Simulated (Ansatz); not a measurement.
The calculation's input:

```
crystal:
  lattice:
    - [2.6888480629, 0.0, 0.0]
    - [-1.3444240314, 2.3286107294, 0.0]
    - [0.0, 0.0, 8.777400168]
  atoms:
    - { symbol: Rh, position: [0.0, 0.0, 0.0] }
    - { symbol: Rh, position: [0.3333333333, 0.6666666667, 0.25] }
    - { symbol: Rh, position: [0.0, 0.0, 0.5] }
    - { symbol: Rh, position: [0.6666666667, 0.3333333333, 0.75] }
basis:
  ecutwfc: 500
kpoints:
  mp_grid: { grid: [24, 24, 6] }
hamiltonian:
  xc: r2scan
scf:
  occupations: { method: gaussian, width: 0.15 }
output:
  forces: true
  stress: true
  eigenvalues: true
  write_density: true
  write_potential: true
  elf: true
  volumetric_format: npy
```

Command:

```sh
ansatz run input.yaml --threads 1 --pin off --max-ram 2560MiB --backend cpu --events-out ev --progress --plain --runs-dir out
```

Below, planes, directions and counts refer to the conventional cell (a = 2.69 Å, b = 2.69 Å, c = 8.78 Å, α = 90.00°, β = 90.00°, γ = 120.00°).

Space group P6₃/mmc; a structure from a database of computed crystals, not necessarily the ambient phase; computed without spin polarisation.

The calculation used DFT r2SCAN, scalar-relativistic, plane waves, PAW (Ansatz 0.2.0).

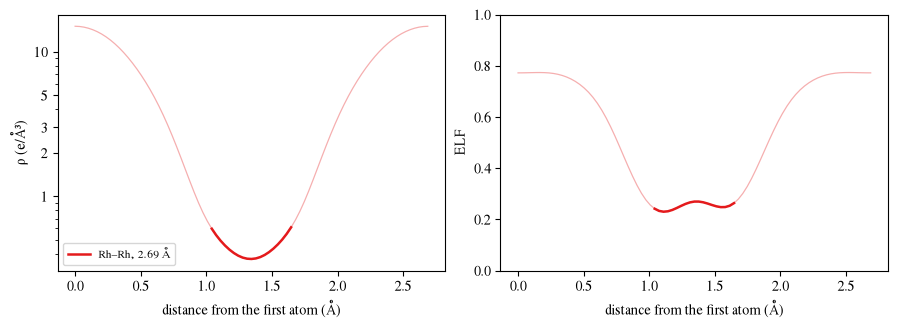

Rh. Valence pseudo-density and electron localisation function along straight lines between neighbouring atoms. Thin, pale parts lie inside the atomic spheres.

The density is the valence pseudo-density of a PAW calculation; it isn't the true density close to the nuclei.

What can be read from the curves?

Rh–Rh (2.69 Å): ρ is about 0.37 e/Å³ halfway; the ELF is about 0.25 at the midpoint: no shared electron pair shows on this line.
